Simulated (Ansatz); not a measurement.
# ZrSiO$_{4}$: what the fields show

The calculation's input:

```
crystal:
  lattice:
    - [0.0, 6.6775195375, 0.0]
    - [-6.6775195375, 0.0, 0.0]
    - [3.3387597687, -3.3387597687, 9.0352168343]
  atoms:
    - { symbol: Zr, position: [0.3333333333, 0.3333333333, 0.6666666667] }
    - { symbol: Zr, position: [0.0, 0.0, 0.0] }
    - { symbol: Zr, position: [0.6666666667, 0.6666666667, 0.3333333333] }
    - { symbol: Zr, position: [0.5833333333, 0.0833333333, 0.1666666667] }
    - { symbol: Zr, position: [0.25, 0.75, 0.5] }
    - { symbol: Zr, position: [0.9166666667, 0.4166666667, 0.8333333333] }
    - { symbol: Si, position: [0.5, 0.5, 0.0] }
    - { symbol: Si, position: [0.1666666667, 0.1666666667, 0.3333333333] }
    - { symbol: Si, position: [0.8333333333, 0.8333333333, 0.6666666667] }
    - { symbol: Si, position: [0.0833333333, 0.5833333333, 0.1666666667] }
    - { symbol: Si, position: [0.75, 0.25, 0.5] }
    - { symbol: Si, position: [0.4166666667, 0.9166666667, 0.8333333333] }
    - { symbol: O, position: [0.2561285, 0.4398883867, 0.8797767734] }
    - { symbol: O, position: [0.9227951667, 0.1065550534, 0.2131101067] }
    - { symbol: O, position: [0.5894618333, 0.77322172, 0.54644344] }
    - { symbol: O, position: [0.02322172, 0.3394618333, 0.04644344] }
    - { symbol: O, position: [0.6898883867, 0.0061285, 0.3797767734] }
    - { symbol: O, position: [0.3565550534, 0.6727951667, 0.7131101067] }
    - { symbol: O, position: [0.02322172, 0.7069816067, 0.04644344] }
    - { symbol: O, position: [0.6898883867, 0.3736482734, 0.3797767734] }
    - { symbol: O, position: [0.3565550534, 0.0403149401, 0.7131101067] }
    - { symbol: O, position: [0.2903149401, 0.1065550534, 0.2131101067] }
    - { symbol: O, position: [0.9569816067, 0.77322172, 0.54644344] }
    - { symbol: O, position: [0.6236482734, 0.4398883867, 0.8797767734] }
    - { symbol: O, position: [0.5601116133, 0.7438715, 0.1202232266] }
    - { symbol: O, position: [0.22677828, 0.4105381667, 0.45355656] }
    - { symbol: O, position: [0.8934449466, 0.0772048333, 0.7868898933] }
    - { symbol: O, position: [0.3272048333, 0.6434449466, 0.2868898933] }
    - { symbol: O, position: [0.9938715, 0.3101116133, 0.6202232266] }
    - { symbol: O, position: [0.6605381667, 0.97677828, 0.95355656] }
    - { symbol: O, position: [0.9596850599, 0.6434449466, 0.2868898933] }
    - { symbol: O, position: [0.6263517266, 0.3101116133, 0.6202232266] }
    - { symbol: O, position: [0.2930183933, 0.97677828, 0.95355656] }
    - { symbol: O, position: [0.22677828, 0.0430183933, 0.45355656] }
    - { symbol: O, position: [0.8934449466, 0.7096850599, 0.7868898933] }
    - { symbol: O, position: [0.5601116133, 0.3763517266, 0.1202232266] }
basis:
  ecutwfc: 420
  xc_grid: 2
kpoints:
  mp_grid: { grid: [2, 2, 2], shift: [0.0, 0.0, 0.0] }
hamiltonian:
  xc: pbe
scf:
  occupations: { method: gaussian, width: 0.02 }
output:
  forces: true
  stress: true
  eigenvalues: true
  write_density: true
  write_potential: true
  elf: true
  volumetric_format: npy
```

Command:

```sh
ansatz run input.yaml --threads 8 --pin off --max-ram 16384MiB --backend cpu --events-out ev --progress --plain --runs-dir out
```

Space group I4₁/amd; a structure from a database of computed crystals, not necessarily the ambient phase.

Level of theory: Ansatz, DFT PBE, scalar-relativistic, plane waves, PAW.

The density is the valence pseudo-density of a PAW calculation; it isn't the true density close to the nuclei.

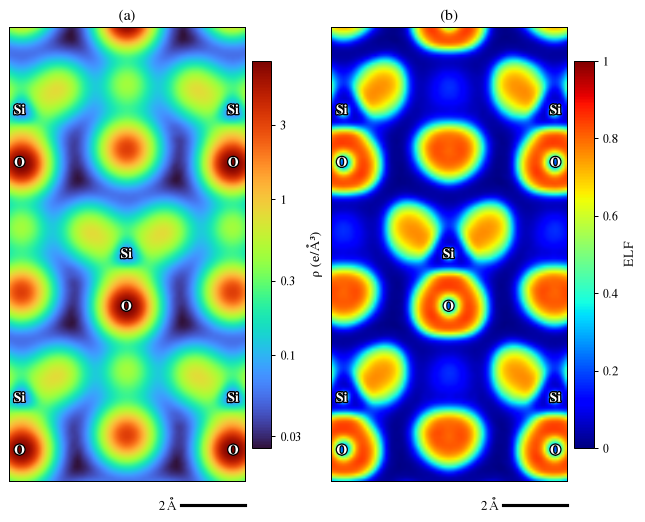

Figure 1. (a) valence electron density; (b) ELF on the (101) plane of the calculation cell.

Q: Interpret the plot.

A: The plane passes through Si and O nuclei. Atoms just off the plane (O, 0.5 Å away) can leave unmarked features too. Si–O (1.64 Å): the density is about 1.2 e/Å³ at the midpoint; the ELF peaks at about 0.85 between the atoms (a polar covalent bond). Between the atoms the lowest density in this plane is 0.03 e/Å³.

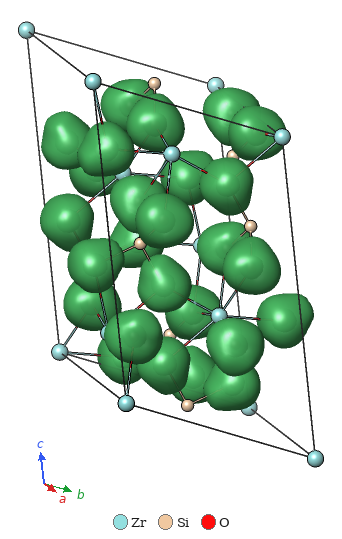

Figure 2. Isosurface of the electron localisation function at 0.7 (green), seen slightly off an axis. Core shells and regions of very low density are left out. Sticks mark near contacts.

Q: Describe the localisation domains.

A: The surface consists of 24 regions on O in which the atom's valence shell and bonds are merged, counted in one cell of 36 atoms. Any copies at cell faces, edges or corners count once.


 Zr–O (2.15 Å): the ELF peaks at about 0.85 in the valence shell of O, 0.6 Å from its nucleus, and drops to about 0.15 between the two atoms: no localised pair shows between them.

Q: Does the calculation give a band gap?

A: It is gapped, with a Kohn–Sham gap of 4.6 eV on the k-point mesh (the band edges may lie off the mesh, which would make the gap smaller).
